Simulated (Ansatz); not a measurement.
## What a change does: single-point calculation on Pd

System: Pd (2 atoms in the cell).
Method of run A: DFT, PBEsol, plane waves (420 eV) with PAW, scalar-relativistic, spin-polarised (Ansatz 0.2.0).

Text and figures count atoms from 1; the logs count them from 0 in places.

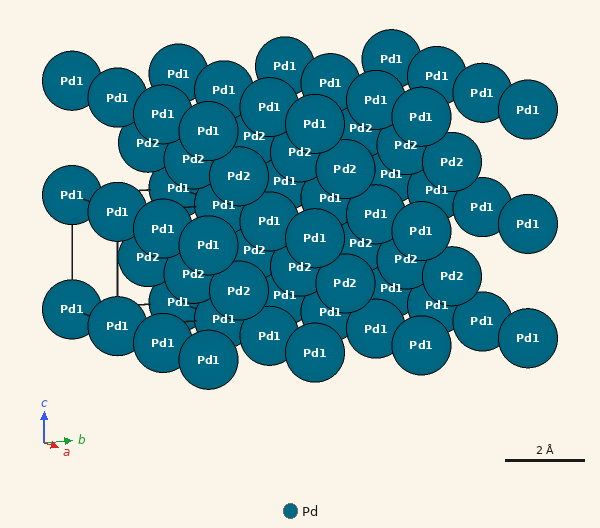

Fig. 1: The structure as given in the input (spheres-only view of the cell of the calculation, repeated 3 × 3 × 2, seen slightly off an axis; atoms are numbered from 1 in the order of the input).

Input file, run A:
```yaml
crystal:
  lattice:
    - [2.9543086838, 0.0, 0.0]
    - [0.0, 2.9543086838, 0.0]
    - [0.0, 0.0, 2.9543086838]
  atoms:
    - { symbol: Pd, position: [0.0, 0.0, 0.0], spin: 0.5 }
    - { symbol: Pd, position: [0.5, 0.5, 0.5], spin: -0.5 }
hamiltonian:
  xc: pbesol
  pseudopotentials:
    kind: paw
    azcp:
      Pd: "pseudopotentials/Pd.paw.azcp"
basis:
  ecutwfc: 420
  fft_grid_basis: typed
kpoints:
  mp_grid: { grid: [12, 12, 12], shift: [0, 0, 0] }
magnetization:
  spin_polarized: true
scf:
  occupations: { method: fermi_dirac, width: 0.05 }
  lower_state_search: "off"
output:
  stress: true
  write_density: true
  write_potential: true
  elf: true
  volumetric_format: npy
```

Hardware: 2 threads of an Arm (aarch64) CPU, shared host.

Output, shortened to warnings, some set-up lines, iterations and results (run A):
```
Warning: [file] the record states the generating functional pbe (its physics header spells it `PBE`), which answers neither for hamiltonian.xc's functional nor for the pbesol family's — results may be inconsistent (PPs are generated against a specific XC)
WARN: the starting moments were not kept: the SCF closed with an absolute magnetisation of 3.0e-7 μB, where they sum to 1 μB in size (2 sites). That is at most 0.1 of that sum. Measured as dr2_m measures the in/out step, that magnetisation stands 1.5e-14 eV from none, at or under the dr2_threshold of 1.0e-7 eV: it is no larger than a step whose dr2_m would equal this threshold. The system may …
Basis set: ecut = 420 eV, 485 PW (Γ)
Symmetry: 48 space group operations
k-points: 84 of 1728
Initial density: superposition of atomic densities (chi_scale 0.1, normalization cell)
[...]
SCF iter   1: F=—  HF=-13814.678879 eV  |F-HF|=—  |Δ(HF+E_count)|=         —  Δρ=8.87e-2 (↑8.87e-2 ↓8.87e-2)  dr2=6.40e0  dr2_m=2.23e-1  M=0.000 μB ∫|m|=0.202 μB  β_m=0.30  …
SCF iter   2: F=—  HF=-13813.514462 eV  |F-HF|=—  |Δ(HF+E_count)|=    1.16e0  Δρ=5.67e-2 (↑5.67e-2 ↓5.67e-2)  dr2=2.42e0  dr2_m=1.31e-1  M=0.000 μB ∫|m|=0.150 μB  β_m=0.30  …
SCF iter   3: F=—  HF=-13812.814714 eV  |F-HF|=—  |Δ(HF+E_count)|=   7.00e-1  Δρ=2.27e-2 (↑2.27e-2 ↓2.27e-2)  dr2=6.84e-2  dr2_m=7.71e-2  M=0.000 μB ∫|m|=0.107 μB  β_m=0.30  …
SCF iter   4: F=—  HF=-13812.824113 eV  |F-HF|=—  |Δ(HF+E_count)|=   9.40e-3  Δρ=1.38e-2 (↑1.38e-2 ↓1.38e-2)  dr2=1.61e-3  dr2_m=4.46e-2  M=0.000 μB ∫|m|=0.080 μB  β_m=0.30  …
SCF iter   5: F=—  HF=-13812.830655 eV  |F-HF|=—  |Δ(HF+E_count)|=   6.54e-3  Δρ=1.05e-2 (↑1.05e-2 ↓1.05e-2)  dr2=1.43e-4  dr2_m=2.57e-2  M=0.000 μB ∫|m|=0.061 μB  β_m=0.30  …
SCF iter   6: F=—  HF=-13812.834763 eV  |F-HF|=—  |Δ(HF+E_count)|=   4.11e-3  Δρ=7.92e-3 (↑7.92e-3 ↓7.92e-3)  dr2=2.15e-5  dr2_m=1.48e-2  M=0.000 μB ∫|m|=0.046 μB  β_m=0.30  …
SCF iter   7: F=—  HF=-13812.836560 eV  |F-HF|=—  |Δ(HF+E_count)|=   1.80e-3  Δρ=6.01e-3 (↑6.01e-3 ↓6.01e-3)  dr2=3.60e-7  dr2_m=8.52e-3  M=0.000 μB ∫|m|=0.035 μB  β_m=0.30  …
SCF iter   8: F=—  HF=-13812.837598 eV  |F-HF|=—  |Δ(HF+E_count)|=   1.04e-3  Δρ=4.56e-3 (↑4.56e-3 ↓4.56e-3)  dr2=1.47e-7  dr2_m=4.91e-3  M=0.000 μB ∫|m|=0.027 μB  β_m=0.65  …
SCF iter   9: F=—  HF=-13812.839014 eV  |F-HF|=—  |Δ(HF+E_count)|=   1.42e-3  Δρ=3.73e-5 (↑3.73e-5 ↓3.73e-5)  dr2=1.03e-8  dr2_m=3.23e-7  M=0.000 μB ∫|m|=0.000 μB  β_m=0.82  …
SCF iter  10: F=-13812.839015 eV  HF=-13812.839015 eV  |F-HF|=5.29e-9  |Δ(HF+E_count)|=   4.27e-7  Δρ=1.14e-5 (↑1.14e-5 ↓1.14e-5)  dr2=2.95e-8  dr2_m=2.29e-8  M=0.000 μB …
SCF iter  11: F=—  HF=-13812.839015 eV  |F-HF|=—  |Δ(HF+E_count)|=   6.59e-8  Δρ=1.22e-5 (↑1.22e-5 ↓1.22e-5)  dr2=1.29e-7  dr2_m=1.88e-10  M=0.000 μB ∫|m|=0.000 μB  β_m=0.64  …
SCF iter  12: F=-13812.839015 eV  HF=-13812.839015 eV  |F-HF|=2.15e-10  |Δ(HF+E_count)|=   4.01e-8  Δρ=6.73e-7 (↑6.73e-7 ↓6.73e-7)  dr2=1.90e-12  dr2_m=1.05e-10  M=0.000 μB …
SCF iter  13: F=-13812.839015 eV  HF=-13812.839015 eV  |F-HF|=1.82e-12  |Δ(HF+E_count)|=  2.64e-10  Δρ=3.90e-8 (↑3.90e-8 ↓3.90e-8)  dr2=4.87e-14  dr2_m=3.47e-13  M=0.000 μB …
SCF 1 converged in 13 iterations: F = -13812.839015 eV  dr2 = 4.87e-14
SCF converged after 13 iterations
Magnetization: 0.0000 μB (18.0000 up, 18.0000 down)
Absolute magnetization: 0.0000 μB (∫|ρ↑−ρ↓|, with the PAW one-centre terms)
Spin contamination: 0.0000 ħ² per cell (⟨S²⟩ above its minimum at these occupations)
Per-site moments (μB) at R_I (Å): [(-1.8222446912499375e-8, 1.0553838779516045), (1.8222446912499375e-8, 1.0553838779516045)]
Free energy (F): -13812.839015 eV
Harris-Foulkes:  -13812.839015 eV  (|F-HF|=1.82e-12)
Internal energy: -13812.820389 eV  (E = F + TS)
E sigma→0 (E₀):  -13812.829702 eV
Entropy (-TS):   -0.018626 eV (-9.313 meV/atom)
Fermi energy:    23.472708 eV
--- Per-component energies (eV) ---
  E_band       = -157.483810
  E_kinetic    = 1035.824447
  E_local      = -3118.367346  (includes V_loc(G=0)·N_el)
  E_nonlocal   = 438.661227
  E_hartree    = 1286.983598
  E_xc         = -338.958346
  E_vxc        = -427.148469  (∫ρ·V_xc dr)
  E_paw        = -7370.441662  (= ΣΔE_a)
  E_vpaw       = -660.421323  (= ΣTr[D̂ρ^β])
  E_aug_tail   = 0.000444  (compensation charges beyond the density's cutoff)
  E_ewald      = -5747.127798
  E_core_change = 0.605048  (= ΣΔE_core)
  E_smearing   = -0.018626  (= −TS)
  E_closure    = 0.000000  (closes the sum)
  Σ components = -13812.839015   (vs F -13812.839015, Δ=0.00e0)
--- Stress (GPa, compression-positive) ---
       36.230827      -0.000000       0.000000
       -0.000000      36.230827       0.000000
        0.000000       0.000000      36.230827
  P = ⅓ Tr σ = 36.2308 GPa (362.308 kbar)
```

The input of run B differs as follows (lines with − go, lines with + come):
```diff
-    - [2.9543086838, 0.0, 0.0]
-    - [0.0, 2.9543086838, 0.0]
-    - [0.0, 0.0, 2.9543086838]
+    - [3.0412495522, 0.0, 0.0]
+    - [0.0, 3.0412495522, 0.0]
+    - [0.0, 0.0, 3.0412495522]
```

How does run B compare with run A?

With the same functional and potentials, run B lies 158.5 meV per atom lower. The pressure goes from 36.23 to 9.35 GPa. The volume per atom goes from 12.89 to 14.06 Å³. The SCF takes 12 iterations against 13. The plane waves at Γ go from 485 to 515.

Output, shortened to warnings, some set-up lines, iterations and results (run B):
```
Warning: [file] the record states the generating functional pbe (its physics header spells it `PBE`), which answers neither for hamiltonian.xc's functional nor for the pbesol family's — results may be inconsistent (PPs are generated against a specific XC)
WARN: the starting moments were not kept: the SCF closed with an absolute magnetisation of 3.4e-6 μB, where they sum to 1 μB in size (2 sites). That is at most 0.1 of that sum. Measured as dr2_m measures the in/out step, that magnetisation stands 2.1e-12 eV from none, at or under the dr2_threshold of 1.0e-7 eV: it is no larger than a step whose dr2_m would equal this threshold. The system may …
Basis set: ecut = 420 eV, 515 PW (Γ)
Symmetry: 48 space group operations
k-points: 84 of 1728
Initial density: superposition of atomic densities (chi_scale 0.1, normalization cell)
[...]
SCF iter   1: F=—  HF=-13815.202309 eV  |F-HF|=—  |Δ(HF+E_count)|=         —  Δρ=8.82e-2 (↑8.82e-2 ↓8.82e-2)  dr2=7.42e0  dr2_m=2.12e-1  M=0.000 μB ∫|m|=0.225 μB  β_m=0.30  …
SCF iter   2: F=—  HF=-13813.864864 eV  |F-HF|=—  |Δ(HF+E_count)|=    1.34e0  Δρ=5.48e-2 (↑5.48e-2 ↓5.48e-2)  dr2=2.65e0  dr2_m=1.27e-1  M=0.000 μB ∫|m|=0.167 μB  β_m=0.30  …
SCF iter   3: F=—  HF=-13813.133509 eV  |F-HF|=—  |Δ(HF+E_count)|=   7.31e-1  Δρ=2.21e-2 (↑2.21e-2 ↓2.21e-2)  dr2=7.92e-2  dr2_m=7.66e-2  M=0.000 μB ∫|m|=0.119 μB  β_m=0.30  …
SCF iter   4: F=—  HF=-13813.141338 eV  |F-HF|=—  |Δ(HF+E_count)|=   7.83e-3  Δρ=1.33e-2 (↑1.33e-2 ↓1.33e-2)  dr2=2.72e-3  dr2_m=4.49e-2  M=0.000 μB ∫|m|=0.090 μB  β_m=0.30  …
SCF iter   5: F=—  HF=-13813.147300 eV  |F-HF|=—  |Δ(HF+E_count)|=   5.96e-3  Δρ=1.01e-2 (↑1.01e-2 ↓1.01e-2)  dr2=1.65e-4  dr2_m=2.62e-2  M=0.000 μB ∫|m|=0.069 μB  β_m=0.30  …
SCF iter   6: F=—  HF=-13813.151536 eV  |F-HF|=—  |Δ(HF+E_count)|=   4.24e-3  Δρ=7.69e-3 (↑7.69e-3 ↓7.69e-3)  dr2=1.29e-5  dr2_m=1.52e-2  M=0.000 μB ∫|m|=0.052 μB  β_m=0.30  …
SCF iter   7: F=—  HF=-13813.153404 eV  |F-HF|=—  |Δ(HF+E_count)|=   1.87e-3  Δρ=5.87e-3 (↑5.87e-3 ↓5.87e-3)  dr2=3.18e-7  dr2_m=8.88e-3  M=0.000 μB ∫|m|=0.040 μB  β_m=0.30  …
SCF iter   8: F=—  HF=-13813.154495 eV  |F-HF|=—  |Δ(HF+E_count)|=   1.09e-3  Δρ=4.48e-3 (↑4.48e-3 ↓4.48e-3)  dr2=1.45e-7  dr2_m=5.17e-3  M=0.000 μB ∫|m|=0.031 μB  β_m=0.65  …
SCF iter   9: F=—  HF=-13813.156029 eV  |F-HF|=—  |Δ(HF+E_count)|=   1.53e-3  Δρ=4.33e-5 (↑4.33e-5 ↓4.33e-5)  dr2=3.99e-9  dr2_m=4.79e-7  M=0.000 μB ∫|m|=0.000 μB  β_m=0.82  …
SCF iter  10: F=-13813.156029 eV  HF=-13813.156029 eV  |F-HF|=3.99e-8  |Δ(HF+E_count)|=   5.69e-7  Δρ=1.17e-5 (↑1.17e-5 ↓1.17e-5)  dr2=2.18e-10  dr2_m=3.50e-8  M=0.000 μB …
SCF iter  11: F=-13813.156029 eV  HF=-13813.156029 eV  |F-HF|=1.52e-9  |Δ(HF+E_count)|=   4.71e-8  Δρ=1.48e-6 (↑1.48e-6 ↓1.48e-6)  dr2=1.86e-9  dr2_m=7.46e-11  M=0.000 μB …
SCF iter  12: F=-13813.156029 eV  HF=-13813.156029 eV  |F-HF|=6.08e-10  |Δ(HF+E_count)|=  2.51e-10  Δρ=9.21e-7 (↑9.21e-7 ↓9.21e-7)  dr2=7.44e-10  dr2_m=2.31e-11  M=0.000 μB …
SCF 1 converged in 12 iterations: F = -13813.156029 eV  dr2 = 7.44e-10
SCF converged after 12 iterations
Magnetization: 0.0000 μB (18.0000 up, 18.0000 down)
Absolute magnetization: 0.0000 μB (∫|ρ↑−ρ↓|, with the PAW one-centre terms)
Spin contamination: 0.0000 ħ² per cell (⟨S²⟩ above its minimum at these occupations)
Per-site moments (μB) at R_I (Å): [(9.37026486045637e-7, 1.086442240724465), (-9.37026486045637e-7, 1.086442240724465)]
Free energy (F): -13813.156029 eV
Harris-Foulkes:  -13813.156029 eV  (|F-HF|=6.08e-10)
Internal energy: -13813.135197 eV  (E = F + TS)
E sigma→0 (E₀):  -13813.145613 eV
Entropy (-TS):   -0.020832 eV (-10.416 meV/atom)
Fermi energy:    20.929046 eV
--- Per-component energies (eV) ---
  E_band       = -236.800169
  E_kinetic    = 1029.951491
  E_local      = -3364.165807  (includes V_loc(G=0)·N_el)
  E_nonlocal   = 438.623847
  E_hartree    = 1371.198049
  E_xc         = -336.561385
  E_vxc        = -423.946543  (∫ρ·V_xc dr)
  E_paw        = -7369.953471  (= ΣΔE_a)
  E_vpaw       = -659.657637  (= ΣTr[D̂ρ^β])
  E_aug_tail   = 0.000426  (compensation charges beyond the density's cutoff)
  E_ewald      = -5582.833395
  E_core_change = 0.605048  (= ΣΔE_core)
  E_smearing   = -0.020832  (= −TS)
  E_closure    = -0.000000  (closes the sum)
  Σ components = -13813.156029   (vs F -13813.156029, Δ=0.00e0)
--- Stress (GPa, compression-positive) ---
        9.351194       0.000000       0.000000
        0.000000       9.351194      -0.000000
        0.000000      -0.000000       9.351194
  P = ⅓ Tr σ = 9.3512 GPa (93.512 kbar)
```

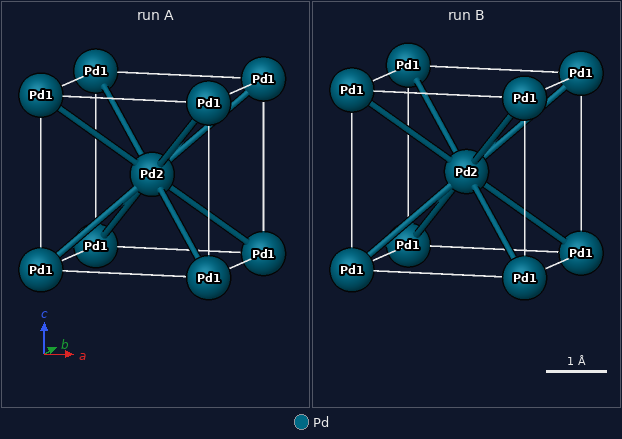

Fig. 2: The two input geometries at one scale (ball-and-stick view of the cell of the calculation, seen slightly off an axis). No atom moves by more than 0.005 Å relative to the cell. Cell: a = b = c 2.954 → 3.041 Å (+2.9 %). Volume +9.1 %. Among the contacts that change: Pd1–Pd2 2.559 → 2.634 Å.

The two runs side by side:

| quantity | run A | run B |
| --- | --- | --- |
| outcome | converged | converged |
| free energy per atom (eV) | −6906.4195 | −6906.5780 |
| energy per atom, smearing taken to zero (eV) | −6906.4149 | −6906.5728 |
| net moment of the cell (μB) | 0.00 | 0.00 |
| absolute moment of the cell (μB) | 0.00 | 0.00 |
| pressure (GPa) | 36.23 | 9.35 |
| volume per atom (Å³) | 12.89 | 14.06 |
| SCF iterations | 13 | 12 |
| irreducible k-points | 84 | 84 |
| plane waves at Γ | 485 | 515 |
| wall time (shared host) | 2.5 s | 3.1 s |

For both runs: Warnings: the PAW datasets were made with another functional; some starting moments were not kept. For run A: The cell is under a pressure of 36 GPa at this level, so it is not at its equilibrium volume. For run B: The cell is under a pressure of 9.4 GPa at this level, so it is not at its equilibrium volume.
